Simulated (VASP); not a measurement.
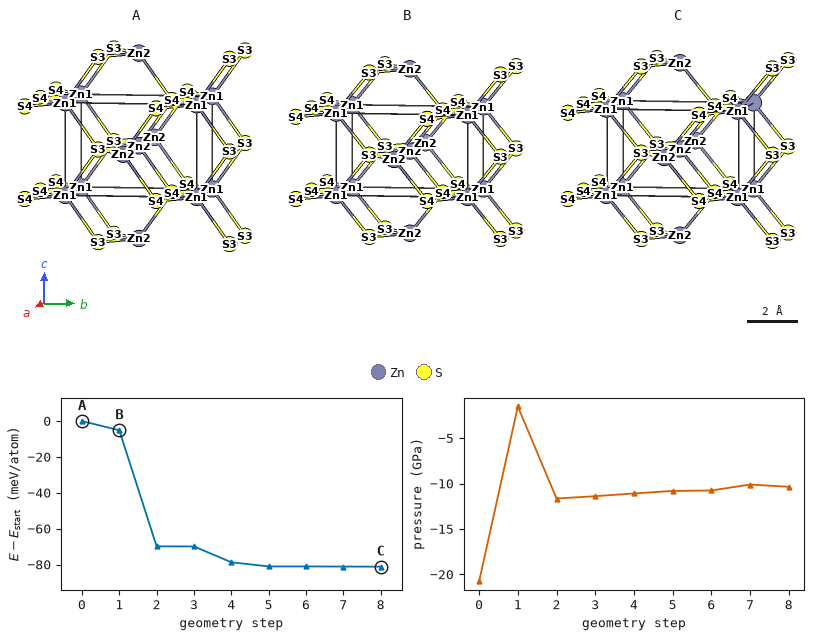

Frames of a relaxation of a crystal of ZnS (a generated structure, set up in Imm2), marked on the history of the run. A ball-and-stick model of the cell of the calculation, seen from a free direction.

The run lets cell and atoms move.

Level of theory: VASP, Kohn-Sham DFT of a periodic cell, LDA, VASP PAW LDA potentials, recommended.

Input
```
SYSTEM = ZnS
PREC     = Accurate       ! precision mode
ENCUT    = 220            ! plane-wave cutoff, eV
EDIFF    = 1E-6           ! SCF threshold, eV
ISMEAR   = 0              ! smearing method
SIGMA    = 0.02           ! smearing width, eV
LREAL    = .FALSE.        ! projectors in reciprocal space
LASPH    = .TRUE.         ! aspherical terms in the spheres
NELM     = 80             ! most SCF steps
ALGO     = Fast           ! electronic algorithm
ISIF     = 3              ! what is computed and relaxed
LWAVE    = .FALSE.        ! write WAVECAR
LCHARG   = .FALSE.        ! write CHGCAR
IBRION   = 2              ! ionic algorithm
NSW      = 60             ! ionic steps
EDIFFG   = -0.01          ! ionic threshold
LATTICE_CONSTRAINTS= .FALSE. .FALSE. .TRUE.
```

Run as
```bash
cat potpaw_LDA.64/Zn/POTCAR potpaw_LDA.64/S/POTCAR > POTCAR
mpirun -np 1 vasp_std > vasp.out
```

> What happens along the run?

The largest moves relative to the cell, 0.044 Å, are those of Zn1, Zn2, S3 and S4. Zn1 goes along −b. Largest moves by element: Zn 0.044 Å, S 0.044 Å. Cell: a unchanged at 3.829 Å, b unchanged at 5.416 Å, c 3.786 → 3.523 Å (−6.9 %). Volume −6.9 %. Among the contacts that change: Zn1–S3 2.327 → 2.276 Å, Zn1–S4 2.345 → 2.295 Å. Bond angles that change, for instance: S3–Zn1–S3 108.9° → 101.4°, Zn1–S3–Zn1 108.9° → 101.4°, S4–Zn1–S4 109.5° → 113.0°. The space group stays Imm2 (No. 44). The energy falls by 81.2 meV per atom in 8 geometry steps. The largest force component goes from 0.054 to 0.00038 eV/Å. Pressure: −20.75 GPa at the start and −10.36 GPa at the end. From step 0 to 1: volume −11.3 %, energy −5.1 meV per atom. From step 1 to 8: Zn and S atoms move most (0.04 Å), volume +4.9 %, energy −76.0 meV per atom.

| step | E − E(0), meV/atom | largest force component, eV/Å | pressure, GPa | volume, Å³/atom |
| --- | --- | --- | --- | --- |
| 0 | 0.00 | 0.0541 | -20.75 | 19.627 |
| 1 | -5.15 | 1.3180 | -1.51 | 17.409 |
| 2 | -69.85 | 0.5069 | -11.64 | 18.506 |
| 3 | -69.90 | 0.5236 | -11.39 | 18.474 |
| 4 | -78.72 | 0.2318 | -11.09 | 18.389 |
| 5 | -81.04 | 0.0062 | -10.81 | 18.323 |
| 6 | -81.04 | 0.0189 | -10.76 | 18.320 |
| 7 | -81.11 | 0.0116 | -10.10 | 18.228 |
| 8 | -81.18 | 0.0004 | -10.36 | 18.264 |
